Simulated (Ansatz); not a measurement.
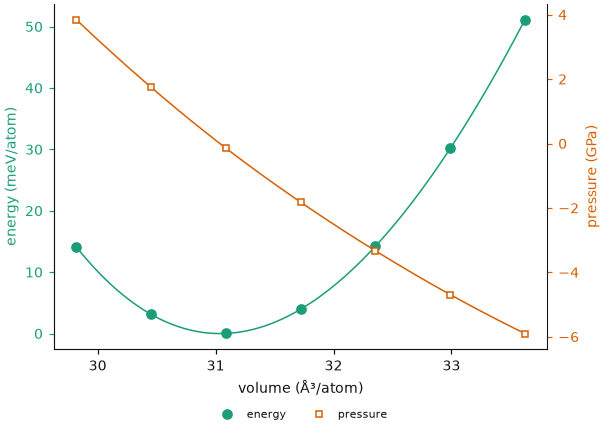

The plot gives the computed energy and pressure against volume for MoS₂, space group P-3m1 (No. 164).

Cell as given: a = 3.185 Å, b = 3.185 Å, c = 21.671 Å, α = 90.00°, β = 90.00°, γ = 120.00°; 6 atoms.

How it was computed, with Ansatz 0.2.0: all-electron LAPW DFT, no spin polarisation; energies at scaled volumes of the given cell, shape and fractions fixed, counted from the fit's minimum, third-order Birch-Murnaghan fit. Level: PBEsol.

k mesh 10×10×2; occupations Fermi–Dirac; smearing width 0.05 eV; potentials all electron LAPW, scalar relativistic; program settings basis error eV/atom 0.001.

The numbers behind the figure:

```
volume (Å³/atom)  energy (meV/atom)  pressure (GPa)
           29.82              14.14            3.85
           30.45               3.14            1.75
           31.09               0.02           -0.14
           31.72               3.96           -1.82
           32.36              14.23           -3.33
           32.99              30.16           -4.69
           33.62              51.15           -5.90
```

Keep in mind: shape and atomic fractions are frozen while scaling, which makes layered, chain and framework solids too stiff.
